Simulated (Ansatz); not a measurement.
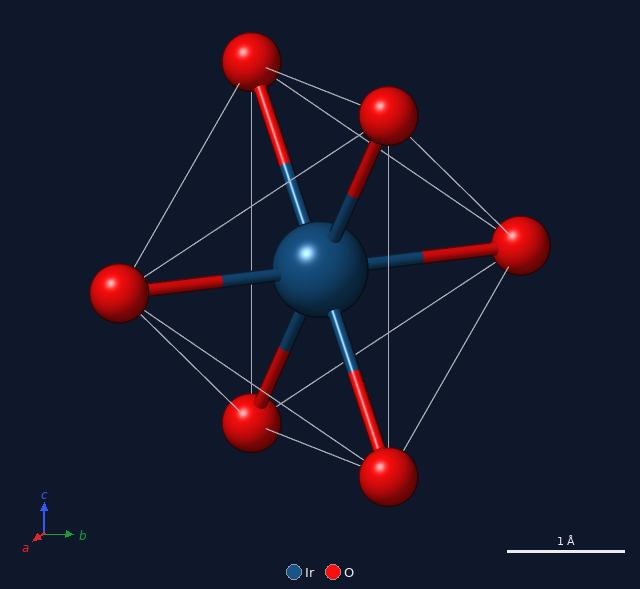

Coordination of Ir in IrO2 (P4_2/mnm). The shape measure S (0 to 100) is the computed least-squares distance from an ideal polyhedron; S = 0 means ideal. Origin: the end point of a relaxation with Ansatz, DFT PBE+D3(BJ), scalar-relativistic, plane waves, PAW.

Q: What geometry does the central atom have?

A: IrO6: a clearly distorted octahedron (coordination number 6, S = 1.14; next best trigonal prism, S = 15.9).

Q: Does the central atom sit at the centroid of its ligands?

A: Yes, to within 0.01 Å; the site symmetry is mmm.

Q: How long are the bonds?

A: 2 × Ir–O 1.96 Å and 4 × Ir–O 2.00 Å. The next neighbour, not counted, lies at 3.17 Å.
